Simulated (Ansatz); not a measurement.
**MgO: density, localisation and related maps**

```
Mg O
1.0
     2.13515    2.13515    0.00000
     2.13515   -2.13515    0.00000
     0.00000    0.00000   -4.27030
Mg O
2 2
Direct
  0.50000 0.50000 0.50000
  0.00000 0.00000 0.00000
  0.50000 0.50000 0.99415
  0.00000 0.00000 0.49415
```

Space group I4mm; changed on purpose from its base cell (all O atoms moved +0.025 Å, as atom 2 along Cartesian [0 0 1]).

The calculation used Ansatz 0.2.0, DFT PBE, scalar-relativistic, plane waves, PAW.

The density is the valence pseudo-density of a PAW calculation; it isn't the true density close to the nuclei.

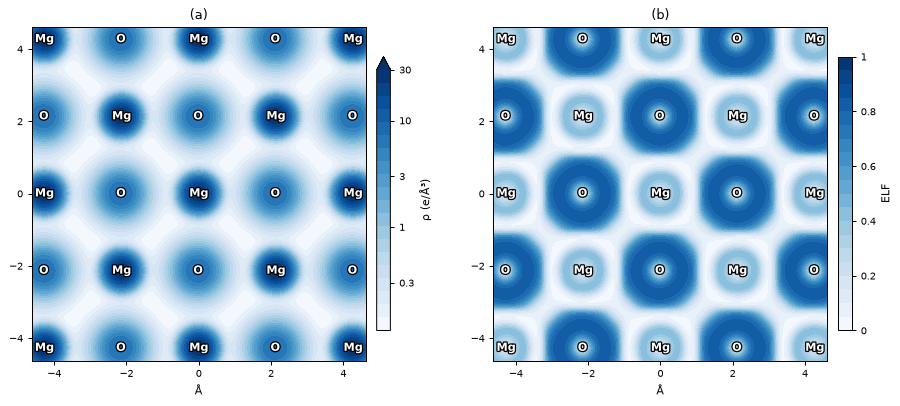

Figure 1. (a) valence pseudo-density; (b) electron localisation function on the (11̄0) plane of the conventional cell.

Interpret the plot.

Answer.
- The plane passes through Mg and O nuclei.
- Mg–O (2.11 Å): ρ at the midpoint is about 0.33 e/Å³; the ELF peaks at about 0.85 in the valence shell of O, 0.6 Å from its nucleus, and is about 0.35 at the midpoint; a largely ionic contact.
- Mg–O (2.16 Å): ρ is about 0.3 e/Å³ halfway; the ELF peaks at about 0.85 in the valence shell of O, 0.6 Å from its nucleus, and is about 0.35 at the midpoint; a largely ionic contact.
- Between the atoms the lowest density in this plane is 0.11 e/Å³.

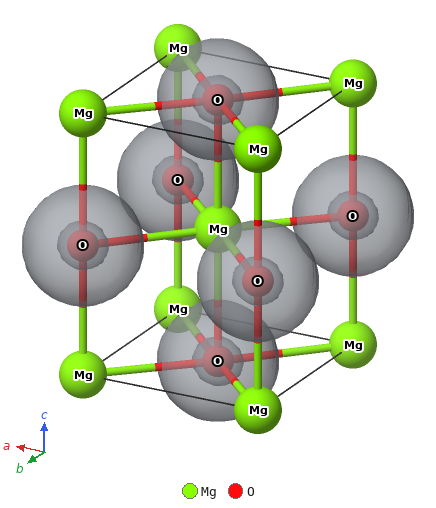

Figure 2. Isosurface of the electron localisation function at 0.7 (grey), seen at an oblique angle. Core shells and regions of very low density are left out. Sticks mark near contacts.

Identify the bonds, lone pairs and shells in this picture.

Answer. The ELF exceeds this value in two regions wrapped around O (the valence shell of each), counted in one cell of 4 atoms. Any copies at cell faces, edges or corners count once.

Metal or insulator at this level of theory?

Answer. It is gapped, with a Kohn–Sham gap of 4.4 eV on the k-point mesh (the band edges may lie off the mesh, which would make the gap smaller).
